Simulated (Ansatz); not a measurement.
## Nudged elastic band, with input and output: Ta$_{16}$H (part 1 of 3)

- system: Ta$_{16}$H (defect cell, 17 atoms in the cell)
- method: DFT PBE, scalar-relativistic, plane waves, PAW, no spin polarisation (Ansatz 0.2.0)

It belongs to a series of runs on one base structure; here: band between the two ends.

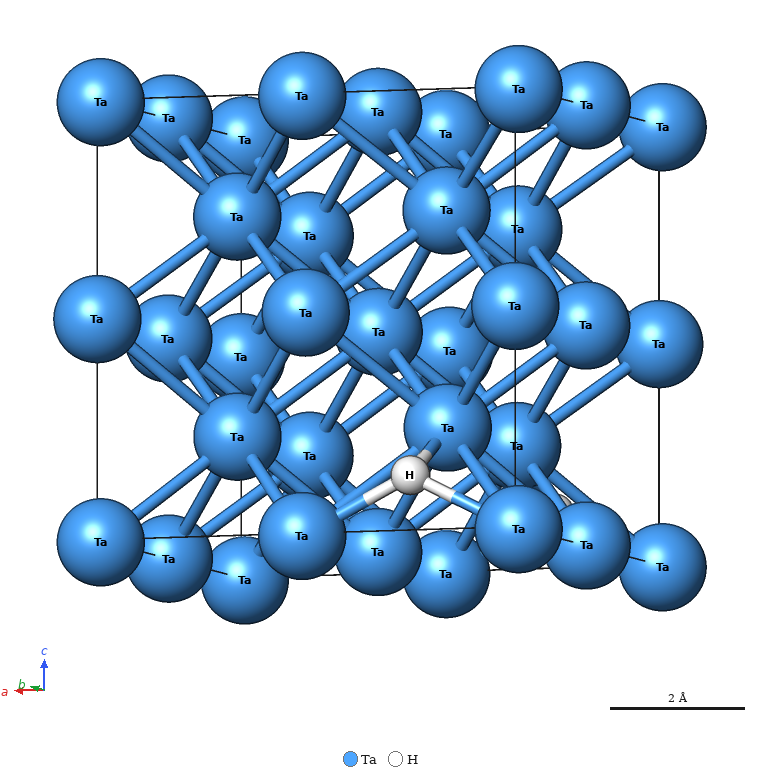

Figure 1. The starting structure (ball-and-stick view of the cell of the calculation, seen at an oblique angle).

Input file:
```yaml
crystal:
  lattice:
    - [6.62, 0.0, 0.0]
    - [0.0, 6.62, 0.0]
    - [0.0, 0.0, 6.62]
  atoms:
    - { symbol: Ta, position: [-0.00853065, -0.00026451, -0.00585908] }
    - { symbol: Ta, position: [0.50936827, -0.00026396, -0.00588632] }
    - { symbol: Ta, position: [0.00085535, 0.49974747, 0.00069266] }
    - { symbol: Ta, position: [-0.00040126, -0.0002539, 0.50146847] }
    - { symbol: Ta, position: [0.25039684, 0.25863063, 0.25514336] }
    - { symbol: Ta, position: [0.49995065, 0.49974073, 0.00068488] }
    - { symbol: Ta, position: [0.50120382, -0.00025493, 0.50148315] }
    - { symbol: Ta, position: [0.75038865, 0.2492534, 0.24861567] }
    - { symbol: Ta, position: [0.00206836, 0.49973743, 0.50072673] }
    - { symbol: Ta, position: [0.2503942, 0.74082476, 0.25515003] }
    - { symbol: Ta, position: [0.25039487, 0.25059055, 0.74780627] }
    - { symbol: Ta, position: [0.49868609, 0.49973845, 0.50073597] }
    - { symbol: Ta, position: [0.75039592, 0.75022412, 0.24861348] }
    - { symbol: Ta, position: [0.75041561, 0.24807932, 0.74855609] }
    - { symbol: Ta, position: [0.25039519, 0.74889335, 0.74779948] }
    - { symbol: Ta, position: [0.75041454, 0.75140915, 0.74854617] }
    - { symbol: H, position: [0.25049694, -0.00024056, 0.12446099] }
basis:
  ecutwfc: 420.0
kpoints:
  mp_grid: { grid: [3, 3, 3] }
hamiltonian:
  xc: pbe
scf:
  occupations: { method: gaussian, width: 0.1 }
  lower_state_search: "off"
neb:
  images: 5
  f_tol: 0.05
  initial_path: linear
  max_iterations: 47
  spring: 2.0
  final_atoms:
    - { symbol: Ta, position: [-0.00583603, 0.00062061, -0.00923505] }
    - { symbol: Ta, position: [0.501541, 0.00063539, -0.00112018] }
    - { symbol: Ta, position: [0.00078405, 0.50063857, 0.00016293] }
    - { symbol: Ta, position: [-0.00582224, 0.00062611, 0.50861887] }
    - { symbol: Ta, position: [0.25523257, 0.25955413, 0.24972032] }
    - { symbol: Ta, position: [0.50077458, 0.50062791, 0.00138739] }
    - { symbol: Ta, position: [0.5015441, 0.00063759, 0.50053533] }
    - { symbol: Ta, position: [0.74787968, 0.25145792, 0.2497009] }
    - { symbol: Ta, position: [0.00077459, 0.50062971, 0.49924967] }
    - { symbol: Ta, position: [0.25521334, 0.74177274, 0.2497132] }
    - { symbol: Ta, position: [0.24863414, 0.25017103, 0.74970108] }
    - { symbol: Ta, position: [0.50078279, 0.50063154, 0.49805793] }
    - { symbol: Ta, position: [0.74787525, 0.74979232, 0.24969918] }
    - { symbol: Ta, position: [0.74862507, 0.2489664, 0.74970302] }
    - { symbol: Ta, position: [0.24866306, 0.75108923, 0.74970998] }
    - { symbol: Ta, position: [0.74861828, 0.75226744, 0.74969818] }
    - { symbol: H, position: [0.12464385, 0.00072088, 0.24963195] }
  order_check: true
```

Machine: 4 threads of Intel Xeon @ 2.50GHz (Skylake/Cascade Lake), 16 GiB of memory available, shared host.

Launched with:
```bash
ansatz run input.yaml --threads 4 --pin off --max-ram 10240MiB --backend cpu --events-out ev --progress --plain --runs-dir out
```

Log:
```
Warning: neb: disabling space-group detection — the band's intermediate images generally break the endpoint symmetry, so no spatial operation reduces the k-mesh or symmetrises the density, except that a semilocal band can use its path's symmetry ahead of convergence; time reversal is kept, so that k and −k are solved as one point where they differ and the mesh holds both, and exact exchange and, on two spinor components, a DFT+U term hold to it where the run has them: on two components no moment then forms, and a state that bears one, which a typed moment (crystal.atoms[].spin; refused beside efield: under a hybrid functional) reaches, can lie lower, under hf by electronvolts; crystal.symmetry.detect: false (a key that needs symmetry detection or time reversal refuses this as the deck is read) with time_reversal: false beside it drops time reversal too
Engine: ansatz 0.2.0, x86_64-unknown-linux-gnu
Pseudopotentials: kind: paw
Pseudopotential: Ta, paw, valence charge 13, recommended cutoff 420 eV (normal), Ta.paw.azcp
Pseudopotential: H, paw, valence charge 1, recommended cutoff 420 eV (normal), H.paw.azcp
Functional definition: PBE
  parameter kappa = 0.804
  parameter beta = 0.06672455060314922
  exchange = pbe_x(kappa = kappa, mu = beta*pi^2/3)
  correlation = pbe_c(beta = beta)
parallel-image band execution: 2 concurrent image workers
NEB image 0
Crystal: 17 atoms, lattice volume = 290.118 Å³
Basis set: ecut = 420 eV, 5695 PW (Γ), exchange–correlation on 90×90×90 points (8 copies of the dense FFT grid, shifted against one another)
Bands: 126, of which v1, the nominal top of the filled ones, is band 105 counted from 1 (104 counted from 0)
Symmetry: 1 space group operations
k-points: 14 of 27 (time reversal used)
Non-local potential: Ta, projectors of the file, l = 0: 3, l = 1: 2, l = 2: 2, l = 3: 1
Non-local potential: H, projectors of the file, l = 0: 2, l = 1: 1
PAW form: soft (Blöchl's): semilocal exchange-correlation on the pseudo side does not see the compensation charge
PAW one-centre angular grid: Ta, 590 points (default); XC on 64 Gauss nodes
PAW one-centre angular grid: H, 110 points (default); XC on 64 Gauss nodes
Initial density: superposition of atomic densities (neutral atoms: chi_scale 0, normalization atom), corrected by the library's trained network
Initial wavefunctions: pseudopotential atomic-orbital guess
Functional: x = pbe(κ = 0.804, μ = 0.2195149727645171), c = pbe(β = 0.06672455060314922)
SCF iter   1: F=—  HF=-158931.969970 eV  |F-HF|=—  |Δ(HF+E_count)|=         —  Δρ=3.10e-3  dr2=4.35e-2  ethr=1.77e-3  ⟨swp⟩=6.1  Hψ=7327  notcnv=0  defer=8
preconditioner: auto → Kerker (q_TF=auto, 2.583 Å⁻¹)  [metal: Δε(μ)=0.028 eV  Ē_g=4.278 eV  σ=0.100 eV  W_gap=0.16  n_scr=80 (ndim 8)  ℏωp=19.6 eV  f_vac=0.000  D(μ)=33.41/eV (n_scr^D=460)]
SCF iter   2: F=—  HF=-158931.962390 eV  |F-HF|=—  |Δ(HF+E_count)|=   7.58e-3  Δρ=1.63e-3  dr2=6.73e-3  ethr=2.08e-5  ⟨swp⟩=1.9  Hψ=2173  notcnv=0  defer=20
SCF iter   3: F=—  HF=-158931.962103 eV  |F-HF|=—  |Δ(HF+E_count)|=   2.86e-4  Δρ=4.64e-4  dr2=7.74e-4  ethr=3.22e-6  ⟨swp⟩=2.0  Hψ=2037  notcnv=0  defer=20
SCF iter   4: F=—  HF=-158931.962027 eV  |F-HF|=—  |Δ(HF+E_count)|=   7.66e-5  Δρ=8.60e-5  dr2=2.28e-5  ethr=3.70e-7  ⟨swp⟩=2.0  Hψ=2142  notcnv=0  defer=20
SCF iter   5: F=—  HF=-158931.961790 eV  |F-HF|=—  |Δ(HF+E_count)|=   2.37e-4  Δρ=3.19e-5  dr2=9.88e-6  ethr=1.09e-8  ⟨swp⟩=2.1  Hψ=2233  notcnv=0  defer=20
SCF iter   6: F=—  HF=-158931.961789 eV  |F-HF|=—  |Δ(HF+E_count)|=   9.71e-7  Δρ=6.48e-6  dr2=1.23e-7  ethr=4.73e-9  ⟨swp⟩=2.0  Hψ=2072  notcnv=0  defer=20
SCF iter   7: F=-158931.961789 eV  HF=-158931.961789 eV  |F-HF|=1.53e-8  |Δ(HF+E_count)|=   6.20e-9  Δρ=1.53e-6  dr2=1.81e-8  ethr=4.78e-11  ⟨swp⟩=4.0  Hψ=5338  notcnv=0
SCF 1 converged in 7 iterations: F = -158931.961789 eV  dr2 = 1.81e-8
  greatest PAW one-centre occupation: 0.999 electrons in one spin orbital (limit 2), on the Ta atom at site 15 (counted from 0), in its partial waves of l = 0
NSCF: frozen V_eff on 14 k-points
NEB image 6
SCF iter   1: F=—  HF=-158931.970311 eV  |F-HF|=—  |Δ(HF+E_count)|=         —  Δρ=3.10e-3  dr2=4.36e-2  ethr=1.77e-3  ⟨swp⟩=6.4  Hψ=7280  notcnv=0  defer=8
SCF iter   2: F=—  HF=-158931.962399 eV  |F-HF|=—  |Δ(HF+E_count)|=   7.91e-3  Δρ=1.63e-3  dr2=6.74e-3  ethr=2.08e-5  ⟨swp⟩=1.9  Hψ=2172  notcnv=0  defer=20
SCF iter   3: F=—  HF=-158931.962118 eV  |F-HF|=—  |Δ(HF+E_count)|=   2.81e-4  Δρ=4.63e-4  dr2=7.74e-4  ethr=3.22e-6  ⟨swp⟩=2.0  Hψ=2041  notcnv=0  defer=20
SCF iter   4: F=—  HF=-158931.962044 eV  |F-HF|=—  |Δ(HF+E_count)|=   7.41e-5  Δρ=8.65e-5  dr2=2.39e-5  ethr=3.71e-7  ⟨swp⟩=2.0  Hψ=2142  notcnv=0  defer=20
SCF iter   5: F=—  HF=-158931.961794 eV  |F-HF|=—  |Δ(HF+E_count)|=   2.50e-4  Δρ=3.34e-5  dr2=1.08e-5  ethr=1.14e-8  ⟨swp⟩=2.0  Hψ=2185  notcnv=0  defer=20
SCF iter   6: F=—  HF=-158931.961793 eV  |F-HF|=—  |Δ(HF+E_count)|=   1.07e-6  Δρ=6.45e-6  dr2=1.18e-7  ethr=5.17e-9  ⟨swp⟩=2.0  Hψ=2058  notcnv=0  defer=20
SCF iter   7: F=-158931.961793 eV  HF=-158931.961793 eV  |F-HF|=1.44e-8  |Δ(HF+E_count)|=   5.91e-9  Δρ=1.47e-6  dr2=1.68e-8  ethr=4.78e-11  ⟨swp⟩=4.0  Hψ=5342  notcnv=0
SCF 2 converged in 7 iterations: F = -158931.961793 eV  dr2 = 1.68e-8
  greatest PAW one-centre occupation: 0.999 electrons in one spin orbital (limit 2), on the Ta atom at site 13 (counted from 0), in its partial waves of l = 0
NSCF: frozen V_eff on 14 k-points
NEB end point (image 0): max|allowed force component| = 1.309e-2 eV/Å (the criterion of neb.relax_end_points is 1.000e-2)
NEB end point (image 6): max|allowed force component| = 1.503e-2 eV/Å (the criterion of neb.relax_end_points is 1.000e-2)
NEB image 1
SCF iter   1: F=—  HF=-158931.899217 eV  |F-HF|=—  |Δ(HF+E_count)|=         —  Δρ=3.06e-3  dr2=4.02e-2  ethr=1.77e-3  ⟨swp⟩=6.3  Hψ=7250  notcnv=0  defer=7
preconditioner: auto → Kerker (q_TF=auto, 2.583 Å⁻¹)  [metal: Δε(μ)=0.014 eV  Ē_g=4.280 eV  σ=0.100 eV  W_gap=0.08  n_scr=80 (ndim 8)  ℏωp=19.6 eV  f_vac=0.000  D(μ)=33.66/eV (n_scr^D=460)]
SCF iter   2: F=—  HF=-158931.891505 eV  |F-HF|=—  |Δ(HF+E_count)|=   7.71e-3  Δρ=1.63e-3  dr2=6.83e-3  ethr=1.92e-5  ⟨swp⟩=1.9  Hψ=2228  notcnv=0  defer=19
SCF iter   3: F=—  HF=-158931.891178 eV  |F-HF|=—  |Δ(HF+E_count)|=   3.26e-4  Δρ=4.45e-4  dr2=7.76e-4  ethr=3.27e-6  ⟨swp⟩=2.0  Hψ=2082  notcnv=0  defer=19
SCF iter   4: F=—  HF=-158931.891107 eV  |F-HF|=—  |Δ(HF+E_count)|=   7.08e-5  Δρ=9.31e-5  dr2=3.52e-5  ethr=3.71e-7  ⟨swp⟩=2.0  Hψ=2148  notcnv=0  defer=19
SCF iter   5: F=—  HF=-158931.890859 eV  |F-HF|=—  |Δ(HF+E_count)|=   2.48e-4  Δρ=3.82e-5  dr2=1.14e-5  ethr=1.68e-8  ⟨swp⟩=2.0  Hψ=2179  notcnv=0  defer=19
SCF iter   6: F=—  HF=-158931.890858 eV  |F-HF|=—  |Δ(HF+E_count)|=   1.12e-6  Δρ=6.45e-6  dr2=1.19e-7  ethr=5.45e-9  ⟨swp⟩=2.0  Hψ=2057  notcnv=0  defer=19
SCF iter   7: F=-158931.890858 eV  HF=-158931.890858 eV  |F-HF|=3.04e-8  |Δ(HF+E_count)|=   6.96e-9  Δρ=2.06e-6  dr2=3.48e-8  ethr=4.78e-11  ⟨swp⟩=4.0  Hψ=5353  notcnv=0
SCF 3 converged in 7 iterations: F = -158931.890858 eV  dr2 = 3.48e-8
[...]
NEB image 2
preconditioner: auto → Kerker (q_TF=auto, 2.583 Å⁻¹)  [metal: Δε(μ)=0.001 eV  Ē_g=4.282 eV  σ=0.100 eV  W_gap=0.01  n_scr=80 (ndim 8)  ℏωp=19.6 eV  f_vac=0.000  D(μ)=33.87/eV (n_scr^D=460)]
  greatest PAW one-centre occupation: 0.999 electrons in one spin orbital (limit 2), on the Ta atom at site 4 (counted from 0), in its partial waves of l = 0
NEB image 3
preconditioner: auto → Kerker (q_TF=auto, 2.583 Å⁻¹)  [metal: Δε(μ)=0.011 eV  Ē_g=4.299 eV  σ=0.100 eV  W_gap=0.06  n_scr=80 (ndim 8)  ℏωp=19.6 eV  f_vac=0.000  D(μ)=33.94/eV (n_scr^D=460)]
  greatest PAW one-centre occupation: 1.000 electrons in one spin orbital (limit 2), on the Ta atom at site 4 (counted from 0), in its partial waves of l = 0
NEB image 4
preconditioner: auto → Kerker (q_TF=auto, 2.583 Å⁻¹)  [metal: Δε(μ)=0.002 eV  Ē_g=4.282 eV  σ=0.100 eV  W_gap=0.01  n_scr=80 (ndim 8)  ℏωp=19.6 eV  f_vac=0.000  D(μ)=33.87/eV (n_scr^D=460)]
NEB image 5
preconditioner: auto → Kerker (q_TF=auto, 2.583 Å⁻¹)  [metal: Δε(μ)=0.015 eV  Ē_g=4.280 eV  σ=0.100 eV  W_gap=0.08  n_scr=80 (ndim 8)  ℏωp=19.6 eV  f_vac=0.000  D(μ)=33.66/eV (n_scr^D=460)]
NEB iter   1: max|band force component| = 5.791e-1 eV/Å  barrier→ = 0.2330 eV  barrier← = 0.2330 eV  Δτ_max = 0.1121 Å  (49 SCF iters)
NEB image 1
Initial density: handed on by an earlier stage of this run
Initial wavefunctions: those handed on with the density
preconditioner: auto → Kerker (q_TF=auto, 2.583 Å⁻¹)  [metal: Δε(μ)=0.005 eV  Ē_g=4.288 eV  σ=0.100 eV  W_gap=0.03  n_scr=80 (ndim 8)  ℏωp=19.6 eV  f_vac=0.000  D(μ)=31.61/eV (n_scr^D=436)]
  greatest PAW one-centre occupation: 1.000 electrons in one spin orbital (limit 2), on the Ta atom at site 11 (counted from 0), in its partial waves of l = 0
NEB image 2
preconditioner: auto → Kerker (q_TF=auto, 2.583 Å⁻¹)  [metal: Δε(μ)=0.009 eV  Ē_g=4.276 eV  σ=0.100 eV  W_gap=0.05  n_scr=80 (ndim 8)  ℏωp=19.6 eV  f_vac=0.000  D(μ)=30.79/eV (n_scr^D=436)]
NEB image 3
preconditioner: auto → Kerker (q_TF=auto, 2.583 Å⁻¹)  [metal: Δε(μ)=0.026 eV  Ē_g=4.273 eV  σ=0.100 eV  W_gap=0.14  n_scr=80 (ndim 8)  ℏωp=19.6 eV  f_vac=0.000  D(μ)=30.69/eV (n_scr^D=436)]
NEB image 4
NEB image 5
preconditioner: auto → Kerker (q_TF=auto, 2.583 Å⁻¹)  [metal: Δε(μ)=0.005 eV  Ē_g=4.288 eV  σ=0.100 eV  W_gap=0.03  n_scr=80 (ndim 8)  ℏωp=19.6 eV  f_vac=0.000  D(μ)=31.59/eV (n_scr^D=436)]
NEB iter   2: max|band force component| = 7.103e-1 eV/Å  barrier→ = 0.2872 eV  barrier← = 0.2872 eV  Δτ_max = 0.0567 Å  (40 SCF iters)
NEB image 1
preconditioner: auto → Kerker (q_TF=auto, 2.583 Å⁻¹)  [metal: Δε(μ)=0.007 eV  Ē_g=4.288 eV  σ=0.100 eV  W_gap=0.04  n_scr=80 (ndim 8)  ℏωp=19.6 eV  f_vac=0.000  D(μ)=33.33/eV (n_scr^D=460)]
  greatest PAW one-centre occupation: 0.999 electrons in one spin orbital (limit 2), on the Ta atom at site 8 (counted from 0), in its partial waves of l = 0
NEB image 2
preconditioner: auto → Kerker (q_TF=auto, 2.583 Å⁻¹)  [metal: Δε(μ)=0.003 eV  Ē_g=4.289 eV  σ=0.100 eV  W_gap=0.01  n_scr=80 (ndim 8)  ℏωp=19.6 eV  f_vac=0.000  D(μ)=33.07/eV (n_scr^D=460)]
NEB image 3
preconditioner: auto → Kerker (q_TF=auto, 2.583 Å⁻¹)  [metal: Δε(μ)=0.011 eV  Ē_g=4.299 eV  σ=0.100 eV  W_gap=0.06  n_scr=80 (ndim 8)  ℏωp=19.6 eV  f_vac=0.000  D(μ)=33.02/eV (n_scr^D=460)]
  greatest PAW one-centre occupation: 1.000 electrons in one spin orbital (limit 2), on the Ta atom at site 9 (counted from 0), in its partial waves of l = 0
NEB image 4
preconditioner: auto → Kerker (q_TF=auto, 2.583 Å⁻¹)  [metal: Δε(μ)=0.003 eV  Ē_g=4.289 eV  σ=0.100 eV  W_gap=0.02  n_scr=80 (ndim 8)  ℏωp=19.6 eV  f_vac=0.000  D(μ)=33.06/eV (n_scr^D=460)]
NEB image 5
  greatest PAW one-centre occupation: 0.999 electrons in one spin orbital (limit 2), on the Ta atom at site 5 (counted from 0), in its partial waves of l = 0
NEB iter   3: max|band force component| = 1.542e-1 eV/Å  barrier→ = 0.1930 eV  barrier← = 0.1930 eV  CI = image 3  Δτ_max = 0.0138 Å  (35 SCF iters)
```
